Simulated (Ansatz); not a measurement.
Run report: Al₄Ga₁₃N₁₅, geometry relaxation (part 2 of 2)

Al₄Ga₁₃N₁₅ (defect cell, 32 atoms in the cell); DFT PBEsol, scalar-relativistic, plane waves, PAW, no spin polarisation (Ansatz 0.2.0); cutoff 420 eV, 2×2×2 k-mesh, Gaussian smearing of 0.01 eV. The structure derives from a Materials Project entry. It belongs to a series of runs on one base structure; here: Ga on a N site (e), charge +0, atoms relaxed at the host's cell.

```
SCF converged after 12 iterations
Free energy (F): -56454.505560 eV
Harris-Foulkes:  -56454.505560 eV  (|F-HF|=2.84e-10)
Internal energy: -56454.502414 eV  (E = F + TS)
E sigma→0 (E₀):  -56454.503987 eV
Entropy (-TS):   -0.003146 eV (-0.098 meV/atom)
Fermi energy:    11.083168 eV
--- Per-component energies (eV) ---
  E_band       = -12.057554
  E_kinetic    = 3604.367862
  E_local      = -27528.751207  (includes V_loc(G=0)·N_el)
  E_nonlocal   = 6300.223876
  E_hartree    = 12672.234511
  E_xc         = -1956.653017
  E_vxc        = -2034.002006  (∫ρ·V_xc dr)
  E_paw        = -29031.658191  (= ΣΔE_a)
  E_vpaw       = -5698.365370  (= ΣTr[D̂ρ^β])
  E_aug_tail   = 0.000254  (compensation charges beyond the density's cutoff)
  E_ewald      = -20525.983252
  E_core_change = 11.716750  (= ΣΔE_core)
  E_smearing   = -0.003146  (= −TS)
  E_closure    = -0.000000  (closes the sum)
  Σ components = -56454.505560   (vs F -56454.505560, Δ=0.00e0)
--- Forces (eV/Å), atoms counted from 1 ---
  atom   1  Al    -0.00340940    -0.00340940    -0.01522470
  atom   2  Al     0.01309337     0.01309337    -0.01309337
  atom   3  Al     0.01522470    -0.00340940     0.00340940
  atom   4  Al    -0.00340940     0.01522470     0.00340940
  atom   5  Ga     0.01489182     0.01489182    -0.01563461
  atom   6  Ga     0.00378015     0.00378015     0.00250777
  atom   7  Ga    -0.00931124     0.00631307     0.00565887
  atom   8  Ga     0.00631307    -0.00931124     0.00565887
  atom   9  Ga     0.00378015    -0.00250777    -0.00378015
  atom  10  Ga     0.00631307    -0.00565887     0.00931124
  atom  11  Ga     0.01489182     0.01563461    -0.01489182
  atom  12  Ga    -0.00931124    -0.00565887    -0.00631307
  atom  13  Ga    -0.00250777     0.00378015    -0.00378015
  atom  14  Ga    -0.00565887     0.00631307     0.00931124
  atom  15  Ga    -0.00565887    -0.00931124    -0.00631307
  atom  16  Ga     0.01563461     0.01489182    -0.01489182
  atom  17  Ga    -0.00717206    -0.00717206     0.00717206
  atom  18  N     -0.00053797    -0.00053797     0.00337933
  atom  19  N     -0.00053797    -0.00337933     0.00053797
  atom  20  N     -0.00337933    -0.00053797     0.00053797
  atom  21  N     -0.01569224     0.00274105    -0.00274105
  atom  22  N     -0.00135193    -0.00974724    -0.00917982
  atom  23  N     -0.00135193     0.00917982     0.00974724
  atom  24  N      0.00375780    -0.01637013     0.01637013
  atom  25  N      0.00274105    -0.01569224    -0.00274105
  atom  26  N     -0.00974724    -0.00135193    -0.00917982
  atom  27  N     -0.01637013     0.00375780     0.01637013
  atom  28  N      0.00917982    -0.00135193     0.00974724
  atom  29  N      0.00274105     0.00274105     0.01569224
  atom  30  N     -0.01637013    -0.01637013    -0.00375780
  atom  31  N     -0.00974724     0.00917982     0.00135193
  atom  32  N      0.00917982    -0.00974724     0.00135193
  max |Σ_I F_I| component: 2.63e-6 eV/Å
--- Band table (eV) ---
  k-point 0: bands = ["-6.0104", "-5.9947", "-5.9947", "-5.7662", "-5.4657", "-5.4190", "-5.4190", "-5.3498", "-5.3498", "-5.3220", "-5.3220", "-5.3159", "-5.2879", "-5.2348", "-5.2348", "-3.9851", "-3.9851", "-3.9698", "-3.9625", "-3.9625", "-3.9180", "-3.9161", "-3.9026", "-3.9026", "-3.9006", "-3.8809", "-3.8809", "-3.8650", "-3.8650", "-3.8394", "-3.8394", "-3.8332", "-3.8003", "-3.7999", "-3.7931", "-3.7931", "-3.7732", "-3.7675", "-3.7675", "-3.7488", "-3.7488", "-3.7471", "-3.7320", "-3.7320", "-3.7080", "-3.7080", "-3.7065", "-3.6916", "-3.6672", "-3.6672", "-3.6521", "-3.6467", "-3.6467", "-3.6220", "-3.6189", "-3.6189", "-3.5767", "-3.5733", "-3.5540", "-3.5540", "-3.5204", "-3.5204", "-3.4904", "-3.4757", "-3.2335", "-3.2077", "-3.2077", "-3.0265", "-3.0265", "-2.5905", "-2.5905", "-2.4916", "-2.4916", "-2.4805", "-2.4232", "-2.4232", "-2.4124", "-2.2773", "-2.1932", "-2.1932", "2.1734", "3.1271", "3.1271", "3.2321", "3.2321", "3.3790", "3.4611", "3.7093", "3.7093", "3.9661", "3.9781", "3.9781", "4.4221", "5.4792", "5.4792", "5.5137", "5.8411", "6.0162", "6.0959", "6.0959", "6.2999", "6.2999", "6.3562", "6.3562", "6.4200", "6.6982", "6.7189", "6.7189", "7.3098", "7.3098", "7.3222", "7.3720", "7.3720", "7.4592", "7.5047", "7.6122", "7.6122", "7.7079", "8.1745", "8.1745", "8.3290", "8.6790", "8.6790", "8.7772", "8.7772", "8.8123", "11.0752", "11.0752", "11.1886", "13.6200", "13.6338", "13.6338", "13.9867", "14.4234", "14.4234", "14.4653", "14.7359", "14.7359", "14.9437", "15.0307", "15.0307", "15.0458", "15.1481", "15.1481", "16.1559", "16.8238", "16.8238", "17.0409", "17.3092", "17.3092", "17.3745", "17.6802", "17.6802", "17.8672", "18.0983", "18.0983", "18.2115", "18.7628", "19.0192", "19.0192"]
  k-point 1: bands = ["-6.3168", "-5.7717", "-5.7204", "-5.6327", "-5.6249", "-5.5114", "-5.4416", "-5.3940", "-5.3886", "-5.3522", "-5.3333", "-5.2735", "-5.2690", "-5.2314", "-5.2044", "-3.9973", "-3.9930", "-3.9631", "-3.9596", "-3.9569", "-3.9316", "-3.9253", "-3.9223", "-3.9053", "-3.9027", "-3.8799", "-3.8745", "-3.8582", "-3.8549", "-3.8479", "-3.8467", "-3.8309", "-3.8254", "-3.8232", "-3.7970", "-3.7887", "-3.7764", "-3.7753", "-3.7645", "-3.7509", "-3.7420", "-3.7333", "-3.7306", "-3.7170", "-3.7150", "-3.7071", "-3.6964", "-3.6881", "-3.6690", "-3.6564", "-3.6535", "-3.6363", "-3.6360", "-3.6184", "-3.6124", "-3.6086", "-3.5909", "-3.5566", "-3.5400", "-3.5382", "-3.4867", "-3.4250", "-3.4004", "-3.3437", "-3.2934", "-3.2169", "-3.1446", "-3.1292", "-3.0663", "-3.0122", "-2.7785", "-2.7186", "-2.7123", "-2.4781", "-2.3756", "-2.2708", "-2.2320", "-2.1242", "-2.0945", "-2.0029", "2.2529", "2.6942", "2.9629", "3.1492", "3.3709", "3.4982", "3.5681", "3.6305", "3.8934", "3.9102", "4.3235", "4.4830", "4.8351", "5.0724", "5.0841", "5.4497", "5.5069", "5.5695", "5.6109", "6.2045", "6.2134", "6.2842", "6.3664", "6.4577", "6.9448", "6.9899", "7.0216", "7.1075", "7.1133", "7.1494", "7.1866", "7.3428", "7.4053", "7.4108", "7.4933", "7.8335", "7.9123", "7.9636", "8.1508", "8.2427", "8.2552", "8.3910", "8.4197", "8.5615", "8.6628", "8.6782", "10.7444", "11.0122", "11.0928", "12.6329", "13.4525", "13.8156", "14.2620", "14.4302", "14.4926", "14.9999", "15.0222", "15.0821", "15.2828", "15.4818", "15.6786", "15.9122", "15.9672", "16.1439", "16.2080", "16.7208", "16.7828", "17.1315", "17.2124", "17.2245", "17.3565", "17.4019", "17.5202", "17.7071", "17.7412", "18.0004", "18.1405", "18.2062", "18.5858", "18.6179"]
--- Relaxed structure (11 steps of the walk, 9 accepted, 0 SCFs on fresh bases) ---
  F+E_penalty+E_count = -56454.50556026 eV   max|allowed force component| = 1.637e-2 eV/Å
  atoms:
    - { symbol: Al, position: [-0.00511793373545467, -0.005117933735454669, -0.006033033095204394] }
    - { symbol: Al, position: [0.5000000000000001, 0.5000000000000001, 0.042222551301579675] }
    - { symbol: Al, position: [0.5, 0.005117933735454668, 0.4990849006402503] }
    - { symbol: Al, position: [0.005117933735454669, 0.5, 0.4990849006402503] }
    - { symbol: Ga, position: [0.2076084465408847, 0.20760844654088476, 0.465418222176814] }
    - { symbol: Ga, position: [0.752239003772803, 0.752239003772803, 0.508680513675042] }
    - { symbol: Ga, position: [0.754457359545329, 0.25946347295011707, 0.002302611912548963] }
    - { symbol: Ga, position: [0.25946347295011707, 0.754457359545329, 0.002302611912548963] }
    - { symbol: Ga, position: [0.24776099622719683, 0.49999999999999994, 0.25644150990223885] }
    - { symbol: Ga, position: [0.7405365270498829, -0.005006113404787987, 0.24283913896243192] }
    - { symbol: Ga, position: [0.7923915534591153, 0.5, 0.7578097756359291] }
    - { symbol: Ga, position: [0.24554264045467095, 0.00500611340478796, 0.7478452523672199] }
    - { symbol: Ga, position: [0.49999999999999994, 0.24776099622719683, 0.25644150990223885] }
    - { symbol: Ga, position: [-0.005006113404787987, 0.7405365270498829, 0.24283913896243192] }
    - { symbol: Ga, position: [0.00500611340478796, 0.24554264045467095, 0.7478452523672199] }
    - { symbol: Ga, position: [0.5000000000000001, 0.7923915534591153, 0.7578097756359292] }
    - { symbol: Ga, position: [0.5000000000000001, 0.5000000000000001, 0.735274993783404] }
    - { symbol: N, position: [-0.0005158914972582251, -0.0005158914972582251, 0.7551822319351541] }
    - { symbol: N, position: [0.0005158914972582529, 0.5, 0.25569812343241227] }
    - { symbol: N, position: [0.5, 0.0005158914972582529, 0.25569812343241227] }
    - { symbol: N, position: [0.49999999999999994, 0.760103016777777, 0.4942584087085518] }
    - { symbol: N, position: [-0.018655579268152284, 0.24544992356402595, 0.4910538868650822] }
    - { symbol: N, position: [0.0186555792681522, 0.7641055028321783, 0.009709466133234423] }
    - { symbol: N, position: [0.5, 0.2513106235145606, 0.003705225361694861] }
    - { symbol: N, position: [0.760103016777777, 0.49999999999999994, 0.4942584087085518] }
    - { symbol: N, position: [0.24544992356402595, -0.018655579268152284, 0.4910538868650822] }
    - { symbol: N, position: [0.2513106235145606, 0.5, 0.003705225361694861] }
    - { symbol: N, position: [0.7641055028321783, 0.0186555792681522, 0.009709466133234423] }
    - { symbol: N, position: [0.23989698322222291, 0.23989698322222291, 0.23415539193077475] }
    - { symbol: N, position: [0.7486893764854393, 0.7486893764854393, 0.2523946018471342] }
    - { symbol: N, position: [0.7545500764359742, 0.23589449716782174, 0.7456039633010565] }
    - { symbol: N, position: [0.23589449716782174, 0.7545500764359742, 0.7456039633010565] }
```

Trajectory as extended XYZ (Å, eV, eV/Å), 3 of the 11 frames kept, from step=1 to step=11:
```
32
Lattice="-4.4676 4.4676 4.4676 4.4676 -4.4676 4.4676 4.4676 4.4676 -4.4676" Properties=species:S:1:pos:R:3:forces:R:3 step=1 energy=-56449.67408
Al    0.0000    0.0000    0.0000   -0.0731  -0.0731  -0.0918
Al    0.0000    0.0000    4.4676    5.8384   5.8384  -5.8384
Al    0.0000    4.4676    0.0000    0.0918  -0.0731   0.0731
Al    4.4676    0.0000    0.0000   -0.0731   0.0918   0.0731
Ga    2.2338    2.2338    0.0000   -4.5121  -4.5121  -4.5712
Ga    2.2338    2.2338    4.4676    0.0732   0.0732  -0.0528
Ga   -2.2338    2.2338    4.4676   -0.0043  -0.0088   0.0741
Ga    2.2338   -2.2338    4.4676   -0.0088  -0.0043   0.0741
Ga    2.2338    0.0000    2.2338    0.0732   0.0528  -0.0732
Ga   -2.2338    4.4676    2.2338   -0.0088  -0.0741   0.0043
Ga    2.2338    4.4676    2.2338   -4.5121   4.5712   4.5121
Ga    2.2338    4.4676   -2.2338   -0.0043  -0.0741   0.0088
Ga    0.0000    2.2338    2.2338    0.0528   0.0732  -0.0732
Ga    4.4676   -2.2338    2.2338   -0.0741  -0.0088   0.0043
Ga    4.4676    2.2338   -2.2338   -0.0741  -0.0043   0.0088
Ga    4.4676    2.2338    2.2338    4.5712  -4.5121   4.5121
Ga    3.3732    3.3732    1.0944   -0.9846  -0.9846   0.9846
N     3.3732    3.3732   -3.3732   -0.0020  -0.0020   0.0164
N     3.3732   -1.0944    1.0944   -0.0020  -0.0164   0.0020
N    -1.0944    3.3732    1.0944   -0.0164  -0.0020   0.0020
N     3.3732    1.0944    3.3732   -0.1123  -0.3537   0.3537
N     3.3732    1.0944   -1.0944   -0.0089  -0.4606  -0.4704
N     3.3732   -3.3732    3.3732   -0.0089   0.4704   0.4606
N    -1.0944    1.0944    3.3732   -0.0510   0.2591  -0.2591
N     1.0944    3.3732    3.3732   -0.3537  -0.1123   0.3537
N     1.0944    3.3732   -1.0944   -0.4606  -0.0089  -0.4704
N     1.0944   -1.0944    3.3732    0.2591  -0.0510  -0.2591
N    -3.3732    3.3732    3.3732    0.4704  -0.0089   0.4606
N     1.0944    1.0944    1.0944   -0.3537  -0.3537   0.1123
N     1.0944    1.0944    5.5621    0.2591   0.2591   0.0510
N     1.0944    5.5621    1.0944   -0.4606   0.4704   0.0089
N     5.5621    1.0944    1.0944    0.4704  -0.4606   0.0089
32
Lattice="-4.4676 4.4676 4.4676 4.4676 -4.4676 4.4676 4.4676 4.4676 -4.4676" Properties=species:S:1:pos:R:3:forces:R:3 step=6 energy=-56454.49698
Al   -0.0323   -0.0323   -0.0169   -0.0053  -0.0053   0.0004
Al    0.1972    0.1972    4.2704    0.0325   0.0325  -0.0325
Al    0.0169    4.4353    0.0323   -0.0004  -0.0053   0.0053
Al    4.4353    0.0169    0.0323   -0.0053  -0.0004   0.0053
Ga    2.0653    2.0653   -0.1864    0.0158   0.0158  -0.0107
Ga    2.2758    2.2758    4.4493    0.0108   0.0108  -0.0016
Ga   -2.1983    2.2159    4.5116   -0.0108   0.0157   0.0011
Ga    2.2159   -2.1983    4.5116    0.0157  -0.0108   0.0011
Ga    2.2758    0.0183    2.1918    0.0108   0.0016  -0.0108
Ga   -2.2517    4.4236    2.1983    0.0157  -0.0011   0.0108
Ga    2.0653    4.6540    2.4023    0.0158   0.0107  -0.0158
Ga    2.2694    4.4236   -2.2159   -0.0108  -0.0011  -0.0157
Ga    0.0183    2.2758    2.1918    0.0016   0.0108  -0.0108
Ga    4.4236   -2.2517    2.1983   -0.0011   0.0157   0.0108
Ga    4.4236    2.2694   -2.2159   -0.0011  -0.0108  -0.0157
Ga    4.6540    2.0653    2.4023    0.0107   0.0158  -0.0158
Ga    3.3389    3.3389    1.1287   -0.0327  -0.0327   0.0327
N     3.3743    3.3743   -3.3741    0.0020   0.0020   0.0073
N     3.3743   -1.0936    1.0933    0.0020  -0.0073  -0.0020
N    -1.0936    3.3743    1.0933   -0.0073   0.0020  -0.0020
N     3.3694    1.0334    3.4342   -0.0198   0.0036  -0.0036
N     3.3693    1.0253   -1.1650    0.0045   0.0027   0.0003
N     3.3693   -3.3026    3.4423    0.0045  -0.0003  -0.0027
N    -1.0905    1.1490    3.3186    0.0056  -0.0328   0.0328
N     1.0334    3.3694    3.4342    0.0036  -0.0198  -0.0036
N     1.0253    3.3693   -1.1650    0.0027   0.0045   0.0003
N     1.1490   -1.0905    3.3186   -0.0328   0.0056   0.0328
N    -3.3026    3.3693    3.4423   -0.0003   0.0045  -0.0027
N     1.0334    1.0334    1.0982    0.0036   0.0036   0.0198
N     1.1490    1.1490    5.5581   -0.0328  -0.0328  -0.0056
N     1.0253    5.6326    1.0983    0.0027  -0.0003  -0.0045
N     5.6326    1.0253    1.0983   -0.0003   0.0027  -0.0045
32
Lattice="-4.4676 4.4676 4.4676 4.4676 -4.4676 4.4676 4.4676 4.4676 -4.4676" Properties=species:S:1:pos:R:3:forces:R:3 step=11 energy=-56454.50556
Al   -0.0270   -0.0270   -0.0188   -0.0034  -0.0034  -0.0152
Al    0.1886    0.1886    4.2790    0.0131   0.0131  -0.0131
Al    0.0188    4.4407    0.0270    0.0152  -0.0034   0.0034
Al    4.4407    0.0188    0.0270   -0.0034   0.0152   0.0034
Ga    2.0793    2.0793   -0.2243    0.0149   0.0149  -0.0156
Ga    2.2726    2.2726    4.4489    0.0038   0.0038   0.0025
Ga   -2.2012    2.2217    4.5195   -0.0093   0.0063   0.0057
Ga    2.2217   -2.2012    4.5195    0.0063  -0.0093   0.0057
Ga    2.2726    0.0188    2.1950    0.0038  -0.0025  -0.0038
Ga   -2.2459    4.4157    2.2012    0.0063  -0.0057   0.0093
Ga    2.0793    4.6919    2.3883    0.0149   0.0156  -0.0149
Ga    2.2665    4.4157   -2.2217   -0.0093  -0.0057  -0.0063
Ga    0.0188    2.2726    2.1950   -0.0025   0.0038  -0.0038
Ga    4.4157   -2.2459    2.2012   -0.0057   0.0063   0.0093
Ga    4.4157    2.2665   -2.2217   -0.0057  -0.0093  -0.0063
Ga    4.6919    2.0793    2.3883    0.0156   0.0149  -0.0149
Ga    3.2849    3.2849    1.1827   -0.0072  -0.0072   0.0072
N     3.3739    3.3739   -3.3785   -0.0005  -0.0005   0.0034
N     3.3739   -1.0891    1.0938   -0.0005  -0.0034   0.0005
N    -1.0891    3.3739    1.0938   -0.0034  -0.0005   0.0005
N     3.3702    1.0461    3.4215   -0.0157   0.0027  -0.0027
N     3.3738    1.0139   -1.1806   -0.0014  -0.0097  -0.0092
N     3.3738   -3.2870    3.4537   -0.0014   0.0092   0.0097
N    -1.0945    1.1276    3.3400    0.0038  -0.0164   0.0164
N     1.0461    3.3702    3.4215    0.0027  -0.0157  -0.0027
N     1.0139    3.3738   -1.1806   -0.0097  -0.0014  -0.0092
N     1.1276   -1.0945    3.3400   -0.0164   0.0038   0.0164
N    -3.2870    3.3738    3.4537    0.0092  -0.0014   0.0097
N     1.0461    1.0461    1.0974    0.0027   0.0027   0.0157
N     1.1276    1.1276    5.5621   -0.0164  -0.0164  -0.0038
N     1.0139    5.6482    1.0939   -0.0097   0.0092   0.0014
N     5.6482    1.0139    1.0939    0.0092  -0.0097   0.0014
```

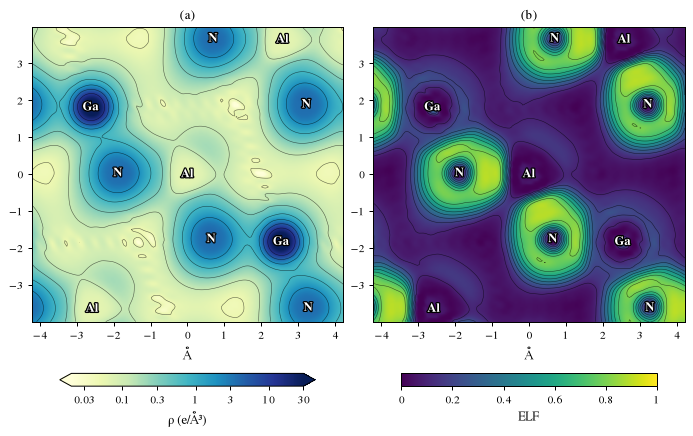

Fig. 1: (a) valence charge density (pseudo); (b) electron localisation function on the (100) plane of the calculation cell. Al–N (1.87 Å): ρ is about 0.71 e/Å³ halfway; the ELF is about 0.90 at the midpoint. Ga–N (1.93 Å): ρ at the midpoint is about 0.8 e/Å³; the ELF is about 0.50 at the midpoint. Al–N (1.89 Å): ρ at the midpoint is about 0.69 e/Å³; the ELF peaks at about 0.90 between the atoms (a polar covalent bond). Ga–N (1.93 Å): ρ is about 0.8 e/Å³ halfway; the ELF is about 0.50 at the midpoint. Away from the nuclei the density in this plane falls to 0.007 e/Å³ at its lowest. The fields are those of the smooth PAW valence density.

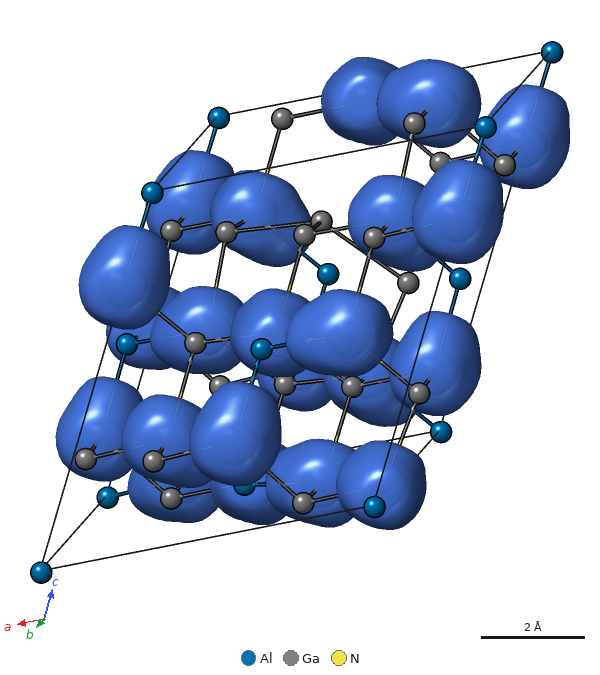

Fig. 2: Isosurface of the ELF at 0.7 (blue), seen at an oblique angle. Core shells and regions of very low density are left out. Sticks mark near contacts. The outline is the calculation cell. Ga–N (1.91 Å): the ELF is about 0.50 at the midpoint.

Results in brief:

```json
{"quantity": "outcome", "value": "converged"}
{"quantity": "electrons treated", "value": "256"}
{"quantity": "free energy", "value": "−56454.5056 eV"}
{"quantity": "Fermi energy", "value": "11.083 eV"}
{"quantity": "gap on the k-point mesh", "value": "0.02 eV"}
{"quantity": "final volume", "value": "356.69 Å³"}
{"quantity": "largest force (length of the vector) at the end", "value": "0.026 eV/Å"}
{"quantity": "wall time", "value": "87 s (CPU time 5.6 min)"}
{"quantity": "peak memory", "value": "0.91 GiB"}
```

Remarks:

The k-point mesh is coarse for a cell of this size, so the results may not be converged.
